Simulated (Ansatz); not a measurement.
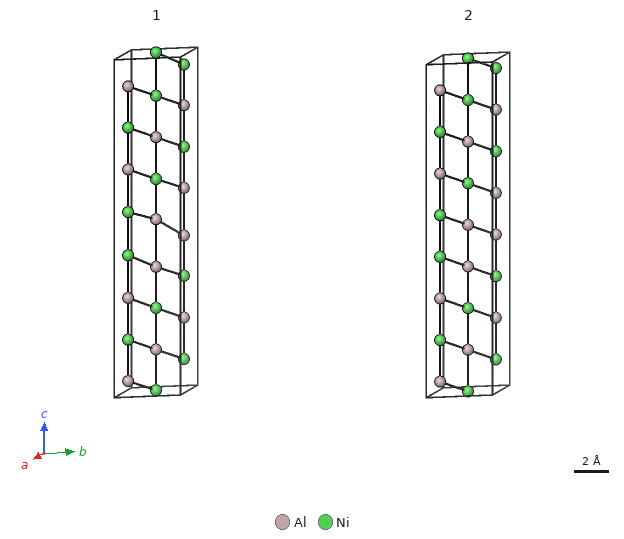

Two geometries of an interface cell of composition AlNi, drawn at one scale. One is the start of a relaxation, the other its converged end. The picture is a ball-and-stick view of the cell of the calculation (origin shifted), seen slightly off an axis.

These are results of DFT PBE, scalar-relativistic, plane waves, PAW in Ansatz 0.2.0, not measurements. (plane-wave cutoff 420 eV; k-point mesh 12 × 12 × 2; occupations gaussian; smearing width 0.1 eV; no spin polarisation; cell relaxed at fixed a, b, alpha, beta, gamma; force threshold 0.02 eV/Å; at most 45 steps)

Which one is relaxed?

Structure 1 is the relaxed one. Case: antiphase boundary on (1 1 1), species swapped. Over 4 accepted moves (5 points after the start) the energy falls by 0.581 eV per cell of the calculation. The largest force component goes from 2 to 0.0054 eV/Å. Pressure: 1.41 GPa at the start and −0.74 GPa at the end. The SCF was repeated once at an unchanged geometry on a basis and grid sized afresh for the cell, which shifted the energy by 1.9 meV per cell of the calculation at most. The largest moves relative to the cell, 0.19 Å, are those of Al atoms. By element the largest moves are Al 0.19 Å, Ni 0.07 Å. Cell: a = b unchanged at 4.091 Å, c 20.044 → 20.338 Å (+1.5 %). Volume +1.5 %. Among the contacts that change: Al–Al 2.505 → 2.865 Å, Al–Al 2.505 → 2.664 Å, Ni–Ni 2.505 → 2.612 Å, Al–Al 2.505 → 2.598 Å. Cost: 2.7 min on 4 threads of Intel(R) Xeon(R) Platinum 8375C CPU @ 2.90GHz (Ice Lake), on a shared host, peak memory 2.1 GiB.
